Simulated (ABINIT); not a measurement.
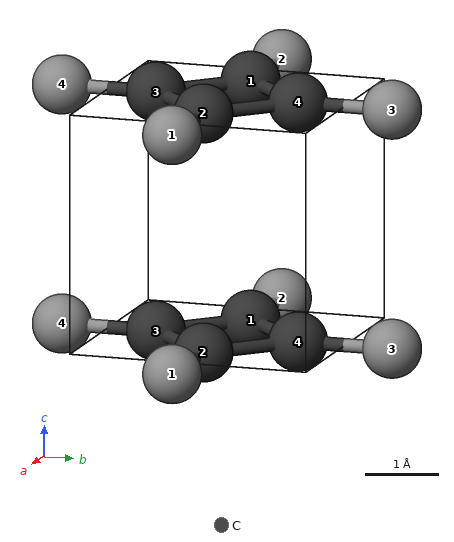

*The structure (ball-and-stick view of the cell of the calculation, seen slightly off an axis; neighbours outside the cell are drawn fainter; atoms are numbered from 1 in the order of the input).*

## Phonons q calculation, with input and output: C (part 1 of 3)

C (P4/mmm, 4 atoms in the cell), computed with Kohn-Sham DFT of a periodic cell, PBE with D3, Ansatz PAW PBE default generated set, frozen core, no spin polarisation (ABINIT 10.8.3).

The structure was built on a prototype by a generator; it need not be a known phase.

Input file
```
ndtset 2

pp_dirpath "./"
pseudos "C.GGA_PBE-ansatz.xml"

acell 3*1.0 Angstrom
rprim
     3.4476631500     0.0000000000     0.0000000000
     0.0000000000     3.4476631500     0.0000000000
     0.0000000000     0.0000000000     3.4034911500
ntypat 1
znucl 6
natom 4
typat 1 1 1 1
chkprim 0
chksymtnons 0
tolsym 1.0e-6
xred
   0.1989418200            1/2            0.0
   0.8010581800            1/2            0.0
            1/2   0.1989418200            0.0
            1/2   0.8010581800            0.0

ecut 15.4
pawecutdg 30.8
pawxcdev 0
pawovlp -1
ecutsm 0.5

ngkpt 6 6 4
nshiftk 1
shiftk 0.5 0.5 0.5

ixc 11
vdw_xc 6

nband 16
occopt 3
tsmear 0.00183747

nstep 80

prteig 0
prtebands 0
prtwf 0
prtden 0
prtpot 0

kptopt1 1
tolvrs1 1.0e-11
prtwf1 1
tolwfr1 1.0e-14
nbdbuf1 4
nline1 6

rfphon2 1
rfatpol2 1 4
rfdir2 1 1 1
getwfk2 1
kptopt2 3
nqpt2 1
qpt2 0.0 1/2 0.0
tolvrs2 1.0e-8
```

Machine: 1 thread of Arm Neoverse V2, 24 GiB of memory available, shared host.

Launch command:
```bash
abinit run.abi > log 2>&1
```

Output
```
.Version 10.8.3 of ABINIT
 DATASET    1 : space group P4/m m m (#123); Bravais tP (primitive tetrag.)
================================================================================
 Values of the parameters that define the memory need for DATASET  1.
     intxc =       0    ionmov =       0      iscf =      17    lmnmax =      13
     lnmax =       5     mgfft =      24  mpssoang =       3    mqgrid =    3001
     natom =       4  nloc_mem =       2    nspden =       1   nspinor =       1
    nsppol =       1      nsym =      16    n1xccc =       1    ntypat =       1
    occopt =       3   xclevel =       2
       mpw =         793          nfft =       13824          nkpt =          12
 PAW method is used; the additional fine FFT grid is defined by:
   mgfftf=        36    nfftf =     46656
================================================================================
================================================================================

 DATASET    2 : space group P4/m m m (#123); Bravais tP (primitive tetrag.)
================================================================================
 Values of the parameters that define the memory need for DATASET  2 (RF).
     intxc =       0      iscf =       7    lmnmax =      13     lnmax =       5
     mgfft =      27  mpssoang =       3    mqgrid =    3001     natom =       4
  nloc_mem =       2    nspden =       1   nspinor =       1    nsppol =       1
      nsym =      16    n1xccc =       1    ntypat =       1    occopt =       3
   xclevel =       2
      nfft =       17496          nkpt =         144
================================================================================
================================================================================

--------------------------------------------------------------------------------
------------- Echo of variables that govern the present computation ------------
--------------------------------------------------------------------------------
 -outvars: echo values of preprocessed input variables --------
            acell      1.8897261259E+00  1.8897261259E+00  1.8897261259E+00 Bohr
              amu      1.20110000E+01
          chkprim           0
      chksymtnons           0
             ecut      1.54000000E+01 Hartree
           ecutsm      5.00000000E-01 Hartree
           getwfk1          0
           getwfk2          1
             iscf1         17
             iscf2          7
              ixc          11
           jdtset        1    2
                       outvar_i_n : Printing only first  50 k-points.
           kptopt1          1
           kptopt2          3
         kptrlatt        6    0    0      0    6    0      0    0    4
          kptrlen      2.57266646E+01
            natom           4
            nband1         16
            nband2         16
           nbdbuf1          4
           nbdbuf2          2
           ndtset           2
            ngfft1         24      24      24
            ngfft2         27      27      24
          ngfftdg          36      36      36
             nkpt1         12
             nkpt2        144
            nline1          6
            nline2          4
             nqpt1          0
             nqpt2          1
            nstep          80
             nsym          16
           ntypat           1
                       prtocc : prtvol=0, do not print more k-points.
           occopt           3
        optdriver1          0
        optdriver2          1
        pawecutdg      3.08000000E+01 Hartree
          pawovlp     -1.0000000000E+00
         pawxcdev           0
           prtden           0
        prtebands           0
           prteig           0
            prtwf1          1
            prtwf2          0
              qpt1     0.00000000E+00  0.00000000E+00  0.00000000E+00
              qpt2     0.00000000E+00  5.00000000E-01  0.00000000E+00
           rfphon1          0
           rfphon2          1
            rprim      3.4476631500E+00  0.0000000000E+00  0.0000000000E+00
                       0.0000000000E+00  3.4476631500E+00  0.0000000000E+00
                       0.0000000000E+00  0.0000000000E+00  3.4034911500E+00
           shiftk      5.00000000E-01  5.00000000E-01  5.00000000E-01
          spgroup         123
           tolsym      1.00000000E-06
           tolvrs1     1.00000000E-11
           tolvrs2     1.00000000E-08
           tolwfr1     1.00000000E-14
           tolwfr2     0.00000000E+00
           tsmear      1.83747000E-03 Hartree
            typat      1  1  1  1
           useylm           1
           vdw_xc           6
                       outvars : Printing only first  50 k-points.
           xangst      6.8588438181E-01  1.7238315750E+00  0.0000000000E+00
                       2.7617787682E+00  1.7238315750E+00  0.0000000000E+00
                       1.7238315750E+00  6.8588438181E-01  0.0000000000E+00
                       1.7238315750E+00  2.7617787682E+00  0.0000000000E+00
            xcart      1.2961336357E+00  3.2575695639E+00  0.0000000000E+00
                       5.2190054922E+00  3.2575695639E+00  0.0000000000E+00
                       3.2575695639E+00  1.2961336357E+00  0.0000000000E+00
                       3.2575695639E+00  5.2190054922E+00  0.0000000000E+00
             xred      1.9894182000E-01  5.0000000000E-01  0.0000000000E+00
                       8.0105818000E-01  5.0000000000E-01  0.0000000000E+00
                       5.0000000000E-01  1.9894182000E-01  0.0000000000E+00
                       5.0000000000E-01  8.0105818000E-01  0.0000000000E+00
            znucl        6.00000

================================================================================

 chkinp: Checking input parameters for consistency, jdtset=   1.

 chkinp: Checking input parameters for consistency, jdtset=   2.

================================================================================
== DATASET  1 ==================================================================

--- !DatasetInfo
iteration_state: {dtset: 1, }
dimensions: {natom: 4, nkpt: 12, mband: 16, nsppol: 1, nspinor: 1, nspden: 1, mpw: 793, }
cutoff_energies: {ecut:  15.4, pawecutdg:  30.8, }
electrons: {nelect:   1.60000000E+01, charge:   0.00000000E+00, occopt:   3.00000000E+00, tsmear:   1.83747000E-03, }
meta: {optdriver: 0, ionmov: 0, optcell: 0, iscf: 17, paral_kgb: 0, }
...

 Exchange-correlation functional for the present dataset will be:
  GGA: Perdew-Burke-Ernzerhof functional - ixc=11
  J.P.Perdew, K.Burke, M.Ernzerhof, PRL 77, 3865 (1996)

 Real(R)+Recip(G) space primitive vectors, cartesian coordinates (Bohr,Bohr^-1):
 R(1)=  6.5151391  0.0000000  0.0000000  G(1)=  0.1534887  0.0000000  0.0000000
 R(2)=  0.0000000  6.5151391  0.0000000  G(2)=  0.0000000  0.1534887  0.0000000
 R(3)=  0.0000000  0.0000000  6.4316661  G(3)=  0.0000000  0.0000000  0.1554807
 Unit cell volume ucvol=  2.7300518E+02 bohr^3
 Angles (23,13,12)=  9.00000000E+01  9.00000000E+01  9.00000000E+01 degrees

 Coarse grid specifications (used for wave-functions):

 getcut: wavevector=  0.0000  0.0000  0.0000  ngfft=  24  24  24
         ecut(hartree)=     15.400   => boxcut(ratio)=   2.08527

 Fine grid specifications (used for densities):

 getcut: wavevector=  0.0000  0.0000  0.0000  ngfft=  36  36  36
         ecut(hartree)=     30.800   => boxcut(ratio)=   2.21176

 getcut : COMMENT -
  Note that boxcut > 2.2 ; recall that boxcut=Gcut(box)/Gcut(sphere) = 2
  is sufficient for exact treatment of convolution.
  Such a large boxcut is a waste : you could raise ecut
  e.g. ecut=   37.667550 Hartrees makes boxcut=2

--- Pseudopotential description ------------------------------------------------
- pspini: atom type   1  psp file is ./C.GGA_PBE-ansatz.xml
 Pseudopotential format is: paw10
 basis_size (lnmax)=  5 (lmn_size= 13), orbitals=   0   0   1   1   2
 Spheres core radius: rc_sph= 2.00310969
 Shapefunction is NUMERIC type: directly read from atomic data file
 Radius for shape functions =  2.00310969
 Compensation charge density is not taken into account in XC energy/potential

   1.91810178E+02                                ecore*ucvol(ha*bohr**3)
--------------------------------------------------------------------------------

================================================================================

--- !BeginCycle
iteration_state: {dtset: 1, }
solver: {iscf: 17, nstep: 80, nline: 6, wfoptalg: 10, }
tolerances: {tolwfr: 1.00E-14, tolvrs: 1.00E-11, }
...

     iter   Etot(hartree)      deltaE(h)  residm     nres2
 ETOT  1  -22.861168417651    -2.286E+01 2.135E-01 1.227E+01
 ETOT  2  -22.934060997520    -7.289E-02 6.567E-06 1.743E+00
 ETOT  3  -22.921986672782     1.207E-02 4.409E-04 7.441E-02
 ETOT  4  -22.922768506946    -7.818E-04 1.346E-05 1.162E-02
 ETOT  5  -22.922927064241    -1.586E-04 3.301E-06 9.246E-04
 ETOT  6  -22.922953037718    -2.597E-05 6.808E-07 1.289E-04
 ETOT  7  -22.922960906304    -7.869E-06 4.112E-07 3.261E-06
 ETOT  8  -22.922961223475    -3.172E-07 1.814E-08 1.427E-07
 ETOT  9  -22.922961230457    -6.982E-09 5.701E-10 9.699E-09
 ETOT 10  -22.922961230760    -3.030E-10 1.687E-11 7.143E-10
 ETOT 11  -22.922961230777    -1.685E-11 2.594E-13 7.406E-11
 ETOT 12  -22.922961230779    -1.734E-12 3.762E-14 7.863E-12
 ETOT 13  -22.922961230779    -2.025E-13 9.888E-15 3.329E-13

 At SCF step   13  max residual=  9.89E-15 < tolwfr=  1.00E-14 AND nres2   =  3.33E-13 < tolvrs=  1.00E-11 =>converged.

 Cartesian components of stress tensor (hartree/bohr^3)
  sigma(1 1)=  3.70770955E-05  sigma(3 2)=  0.00000000E+00
  sigma(2 2)=  3.70770955E-05  sigma(3 1)=  0.00000000E+00
  sigma(3 3)= -1.15344917E-04  sigma(2 1)=  0.00000000E+00

--- !ResultsGS
iteration_state: {dtset: 1, }
comment   : Summary of ground state results
lattice_vectors:
- [  6.5151391,   0.0000000,   0.0000000, ]
- [  0.0000000,   6.5151391,   0.0000000, ]
- [  0.0000000,   0.0000000,   6.4316661, ]
lattice_lengths: [   6.51514,    6.51514,    6.43167, ]
lattice_angles: [ 90.000,  90.000,  90.000, ] # degrees, (23, 13, 12)
lattice_volume:   2.7300518E+02
convergence: {deltae: -2.025E-13, res2:  3.329E-13, residm:  9.888E-15, diffor: null, }
etotal    :  -2.29229612E+01
entropy   :   0.00000000E+00
fermie    :   1.50298308E-01
cartesian_stress_tensor: # hartree/bohr^3
- [  3.70770955E-05,   0.00000000E+00,   0.00000000E+00, ]
- [  0.00000000E+00,   3.70770955E-05,   0.00000000E+00, ]
- [  0.00000000E+00,   0.00000000E+00,  -1.15344917E-04, ]
pressure_GPa:   4.0396E-01
xred      :
- [  1.9894E-01,   5.0000E-01,   0.0000E+00,  C]
- [  8.0106E-01,   5.0000E-01,   0.0000E+00,  C]
- [  5.0000E-01,   1.9894E-01,   0.0000E+00,  C]
- [  5.0000E-01,   8.0106E-01,   0.0000E+00,  C]
cartesian_forces: # hartree/bohr
- [ -4.47227345E-03,  -0.00000000E+00,  -0.00000000E+00, ]
- [  4.47227345E-03,  -0.00000000E+00,  -0.00000000E+00, ]
- [ -0.00000000E+00,  -4.47227345E-03,  -0.00000000E+00, ]
- [ -0.00000000E+00,   4.47227345E-03,  -0.00000000E+00, ]
force_length_stats: {min:   4.47227345E-03, max:   4.47227345E-03, mean:   4.47227345E-03, }
...

 Integrated electronic density in atomic spheres:
 ------------------------------------------------
 Atom  Sphere_radius  Integrated_density
    1        2.00311          4.71434779
    2        2.00311          4.71434779
    3        2.00311          4.71434779
    4        2.00311          4.71434779

================================================================================

 ----iterations are completed or convergence reached----

 Mean square residual over all n,k,spin=   44.081E-16; max=  98.885E-16
 reduced coordinates (array xred) for    4 atoms
       0.198941820000      0.500000000000      0.000000000000
       0.801058180000      0.500000000000      0.000000000000
       0.500000000000      0.198941820000      0.000000000000
       0.500000000000      0.801058180000      0.000000000000
 rms dE/dt=  1.6823E-02; max dE/dt=  2.9137E-02; dE/dt below (all hartree)
    1       0.029137483732      0.000000000000      0.000000000000
    2      -0.029137483732      0.000000000000      0.000000000000
    3       0.000000000000      0.029137483732      0.000000000000
    4       0.000000000000     -0.029137483732      0.000000000000

 cartesian coordinates (angstrom) at end:
    1      0.68588438180793     1.72383157500000     0.00000000000000
    2      2.76177876819207     1.72383157500000     0.00000000000000
    3      1.72383157500000     0.68588438180793     0.00000000000000
    4      1.72383157500000     2.76177876819207     0.00000000000000

 cartesian forces (hartree/bohr) at end:
    1     -0.00447227344810    -0.00000000000000    -0.00000000000000
    2      0.00447227344810    -0.00000000000000    -0.00000000000000
    3     -0.00000000000000    -0.00447227344810    -0.00000000000000
    4     -0.00000000000000     0.00447227344810    -0.00000000000000
 frms,max,avg= 2.5820683E-03 4.4722734E-03   0.000E+00  0.000E+00  0.000E+00 h/b

 cartesian forces (eV/Angstrom) at end:
    1     -0.22997354717695    -0.00000000000000    -0.00000000000000
    2      0.22997354717695    -0.00000000000000    -0.00000000000000
    3     -0.00000000000000    -0.22997354717695    -0.00000000000000
    4     -0.00000000000000     0.22997354717695    -0.00000000000000
 frms,max,avg= 1.3277529E-01 2.2997355E-01   0.000E+00  0.000E+00  0.000E+00 e/A
 length scales=  1.889726125908  1.889726125908  1.889726125908 bohr
              =  1.000000000000  1.000000000000  1.000000000000 angstroms
 Fermi (or HOMO) energy (hartree) =   0.15030   Average Vxc (hartree)=  -0.35029
 Eigenvalues (hartree) for nkpt=  12  k points:
 kpt#   1, nband= 16, wtk=  0.05556, kpt=  0.0833  0.0833  0.1250 (reduced coord)
  -0.55009   -0.28281   -0.26267   -0.16720   -0.16553   -0.07972    0.03611    0.20041
   0.29290    0.33832    0.34730    0.39629    0.40244    0.55084    0.66534    0.68150
      occupation numbers for kpt#   1
   2.00000    2.00000    2.00000    2.00000    2.00000    2.00000    2.00000    0.00000
   0.00000    0.00000    0.00000    0.00000    0.00000    0.00000    0.00000    0.00000
 prteigrs : prtvol=0 or 1, do not print more k-points.

--- !EnergyTerms
iteration_state     : {dtset: 1, }
comment             : Components of total free energy in Hartree
kinetic             :  1.32579564799225E+01
hartree             :  7.76496295168582E+00
xc                  : -7.01716416899849E+00
Ewald energy        : -1.51104937128972E+01
psp_core            :  7.02588061959892E-01
local_psp           : -2.58320816858933E+01
PAW spherical_terms :  3.32301074493244E+00
VdWaals_dft_d       : -1.17086491637414E-02
internal            : -2.29229299784521E+01
'-kT*entropy'       : -3.14586291706089E-05
total_energy        : -2.29229614370813E+01
total_energy_eV     : -6.23765557566147E+02
...

--- !EnergyTermsDC
iteration_state     : {dtset: 1, }
comment             : '"Double-counting" decomposition of free energy'
band_energy         : -2.69622461841034E+00
Ewald energy        : -1.51104937128972E+01
psp_core            :  7.02588061959892E-01
xc_dc               : -6.09937630096592E+00
PAW spherical_terms :  2.92285447327288E-01
VdWaals_dft_d       : -1.17086491637414E-02
internal            : -2.29229297721500E+01
'-kT*entropy'       : -3.14586291706089E-05
total_energy_dc     : -2.29229612307792E+01
total_energy_dc_eV  : -6.23765551952380E+02
...

--- !EnergyTermsWithPAWCore
iteration_state     : {dtset: 1, }
comment             : 'Components of total free energy, including PAW core contributions'
Total energy        : -1.52291559010060E+02
Total energy DC     : -1.52291558803758E+02
Total energy (eV)   : -4.14406443422536E+03
Total energy DC (eV): -4.14406442861159E+03
...

 Cartesian components of stress tensor (hartree/bohr^3)
  sigma(1 1)=  3.70770955E-05  sigma(3 2)=  0.00000000E+00
  sigma(2 2)=  3.70770955E-05  sigma(3 1)=  0.00000000E+00
  sigma(3 3)= -1.15344917E-04  sigma(2 1)=  0.00000000E+00

-Cartesian components of stress tensor (GPa)         [Pressure=  4.0396E-01 GPa]
- sigma(1 1)=  1.09084581E+00  sigma(3 2)=  0.00000000E+00
- sigma(2 2)=  1.09084581E+00  sigma(3 1)=  0.00000000E+00
- sigma(3 3)= -3.39356462E+00  sigma(2 1)=  0.00000000E+00

================================================================================
== DATASET  2 ==================================================================

--- !DatasetInfo
iteration_state: {dtset: 2, }
dimensions: {natom: 4, nkpt: 144, mband: 16, nsppol: 1, nspinor: 1, nspden: 1, mpw: 793, }
cutoff_energies: {ecut:  15.4, pawecutdg:  30.8, }
electrons: {nelect:   1.60000000E+01, charge:   0.00000000E+00, occopt:   3.00000000E+00, tsmear:   1.83747000E-03, }
meta: {optdriver: 1, rfphon: 1, }
...

 mkfilename : getwfk/=0, take file _WFK from output of DATASET   1.

 Exchange-correlation functional for the present dataset will be:
  GGA: Perdew-Burke-Ernzerhof functional - ixc=11
  J.P.Perdew, K.Burke, M.Ernzerhof, PRL 77, 3865 (1996)
```
